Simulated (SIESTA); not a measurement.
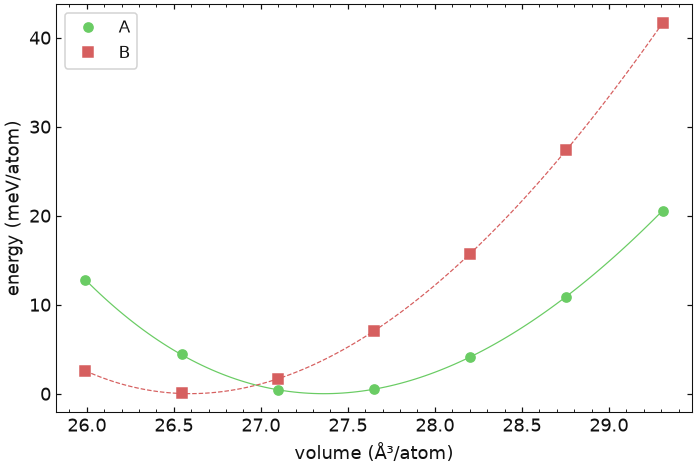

The figure compares two calculations of the energy against volume, each curve from its own zero. The first is for Sn, space group I4_1/amd (No. 141).

The cell holds 2 atoms.

Computed with SIESTA 5.4.2: DFT in numerical atomic orbitals with pseudopotentials, no spin polarisation; energies at scaled volumes of the given cell, shape and fractions fixed, counted from the fit's minimum, third-order Birch-Murnaghan fit. Level: LDA.

```tsv
setting	value
k mesh	9×9×9
occupations	Fermi–Dirac
smearing width	0.05 eV
potentials	PseudoDojo 0.4 standard, converted to PSML, two zetas on semicore shells
program settings	basis DZP, mesh cutoff 500 Ry
```

In the second, the level changes from LDA to PBEsol.

### Which of A and B is the second calculation, and what did the change do?

A. The equilibrium volume rises from 26.59 to 27.36 Å³/atom (+2.9 %) and the bulk modulus falls from 57.8 to 54.2 GPa (−6.2 %).

For both, limits of the calculation: mulliken charges of long orbitals; shape and atomic fractions are frozen while scaling, which makes layered, chain and framework solids too stiff.

V0 and the bulk modulus come from third-order Birch–Murnaghan fits.
